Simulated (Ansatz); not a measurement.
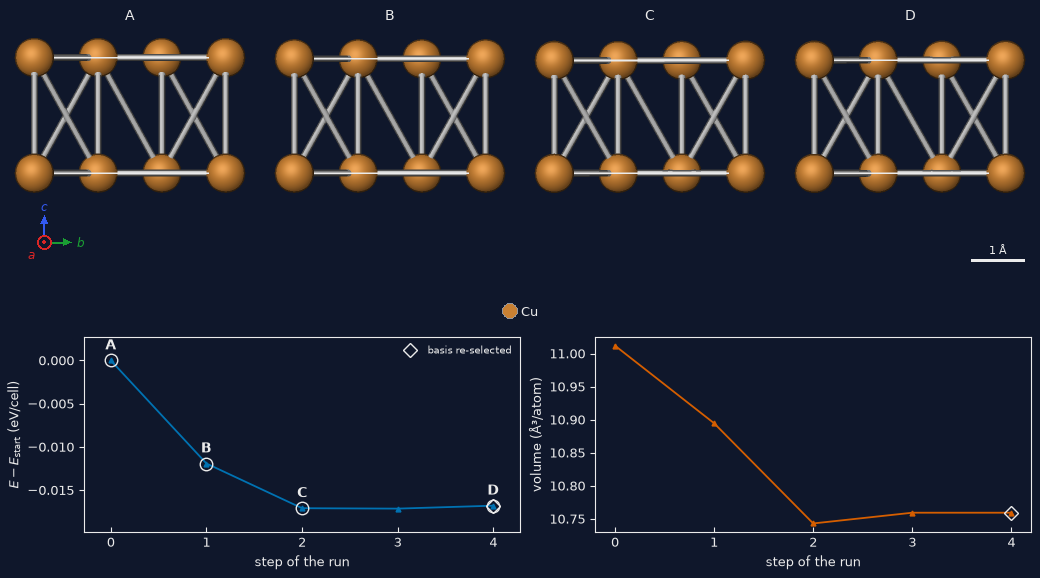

Frames of a relaxation of a crystal of Cu (set up in R-3m), marked on the history of the run. The picture is a ball-and-stick view of the cell of the calculation, seen along the a axis.

Case: film's bulk on the substrate's plane, third vector and atoms relaxed.

These are results of DFT r2SCAN, scalar-relativistic, plane waves, PAW in Ansatz 0.2.0, not measurements. (plane-wave cutoff 500 eV; k-point mesh 9 × 9 × 16; occupations gaussian; smearing width 0.1 eV; no spin polarisation; cell relaxed at fixed a, b, gamma; force threshold 0.01 eV/Å; at most 50 steps)

What happens along the run?

No atom moves by more than 0.005 Å relative to the cell. The volume changes by −2.3 %, with a = b unchanged at 4.177 Å, c 2.592 → 2.553 Å (−1.5 %), α 74.4° → 74.1°, β 122.5° → 123.2°. Some distances before and after: Cu–Cu 2.592 → 2.548 Å. The space group stays R-3m (No. 166). After 3 accepted moves (4 points after the start) the energy has fallen by 16.8 meV per cell of the calculation. All forces vanish by symmetry, so only the cell relaxes. The pressure goes from 9.29 to 13.25 GPa. The SCF was repeated once at an unchanged geometry on a basis and grid sized afresh for the cell, which shifted the energy by 0.3 meV per cell of the calculation at most. From step 0 to 1: volume −1.1 %, energy −11.9 meV per cell of the calculation. From step 1 to 2: volume −1.4 %, energy −5.2 meV per cell of the calculation. From step 2 to 4: volume +0.2 %, energy +0.3 meV per cell of the calculation.

| step | E − E(0), meV/atom | pressure, GPa | volume, Å³/atom | note |
| --- | --- | --- | --- | --- |
| 0 | 0.00 | 9.29 | 11.012 |  |
| 1 | -3.97 | 11.04 | 10.895 |  |
| 2 | -5.70 | 13.55 | 10.743 |  |
| 3 | -5.71 | 13.26 | 10.759 |  |
| 4 | -5.60 | 13.25 | 10.759 | same geometry, new basis |
